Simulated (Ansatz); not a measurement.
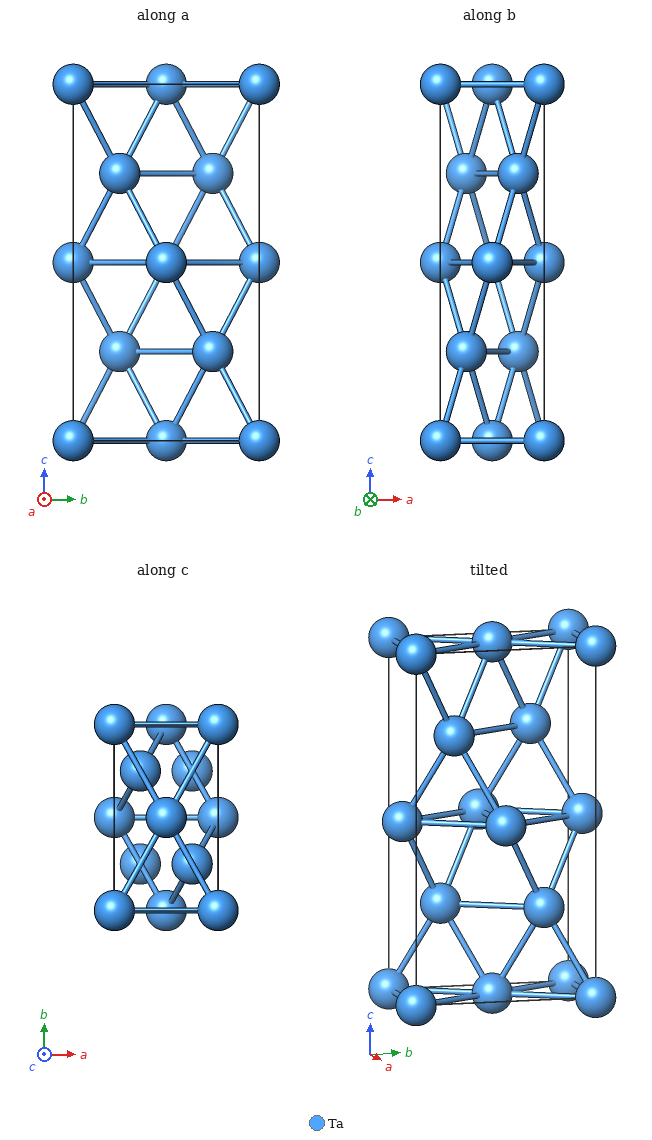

An orthographic ball-and-stick view of the structure, along the a axis, along the b axis, along the c axis and slightly off an axis. Lines trace the edges of the conventional unit cell.

Lattice parameters: a = 2.8298 Å, b = 5.0829 Å, c = 9.7327 Å, α = 90.000°, β = 90.000°, γ = 90.000°.

Question: From the views, write a CIF with its space group and independent sites.

Answer:
```cif
data_structure
_symmetry_space_group_name_H-M 'F d d d :1'
_symmetry_Int_Tables_number 70
_cell_length_a 2.8298
_cell_length_b 5.0829
_cell_length_c 9.7327
_cell_angle_alpha 90.000
_cell_angle_beta 90.000
_cell_angle_gamma 90.000
_cell_volume 139.99
loop_
_atom_site_label
_atom_site_type_symbol
_atom_site_symmetry_multiplicity
_atom_site_Wyckoff_symbol
_atom_site_fract_x
_atom_site_fract_y
_atom_site_fract_z
_atom_site_occupancy
Ta1 Ta 8 a 0.0000 0.5000 0.5000 1
```

The structure comes from a structure type filled with this element by a generator (whether the element takes this form wasn't checked). Earlier steps of the study may have refined or changed the cell and positions. A calculation with Ansatz used it as input.

At this level of theory the cell isn't at rest (compressed, at 18 GPa), so its distances can differ from those at equilibrium, the more so the softer the solid.
